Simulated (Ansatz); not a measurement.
This input was run:

```
crystal:
  lattice:
    - [4.1279266285, -0.0790497949, 0.0]
    - [-0.0790497949, 4.1279266285, 0.0]
    - [0.0, 0.0, 4.1279266285]
  atoms:
    - { symbol: Rb, position: [0.0, 0.0, 0.0] }
    - { symbol: Br, position: [0.5, 0.5, 0.5] }
kpoints:
  mp_grid: { grid: [4, 4, 4] }
  band_path:
    path:
      - [0.0, 0.0, 0.0]
      - [0.0, 0.5, 0.0]
      - [0.5, 0.5, 0.0]
      - [0.5, 0.5, 0.5]
      - [0.0, 0.5, 0.5]
    npoints: 1
hamiltonian:
  xc: hse06
scf:
  occupations: { method: fixed }
  n_extra_bands: 4
output:
  forces: true
  stress: true
  eigenvalues: true
```

Launched with:
```bash
ansatz run input.yaml --threads 4 --pin off --max-ram 3686MiB --backend cpu --events-out ev --progress --plain --runs-dir out
```

What does the calculation give for the electronic structure?

There is a gap; over the k points computed it is 5.26 eV (indirect; the smallest direct gap is 5.41 eV). The upper group of valence states starts about 1.8 eV under the valence-band top, with a gap beneath it; it holds about 6 electrons a cell.

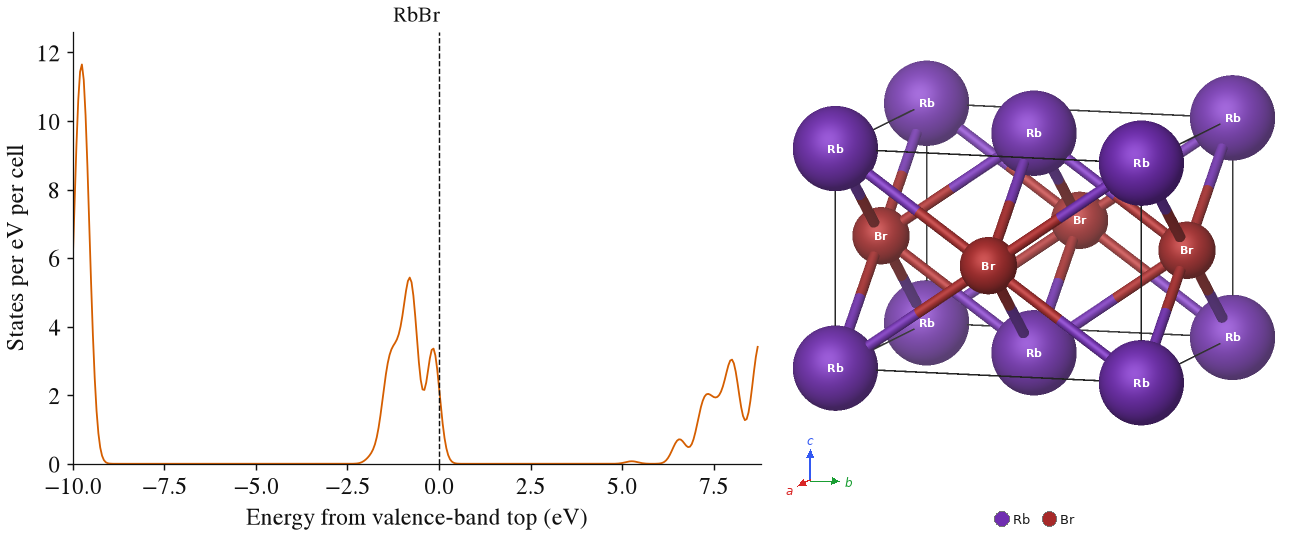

Density of states, beside the structure. Energies are counted from the top of the valence band. The curve is built from the levels of the k mesh with Gaussians 0.4 eV wide, which also blur the band edges.
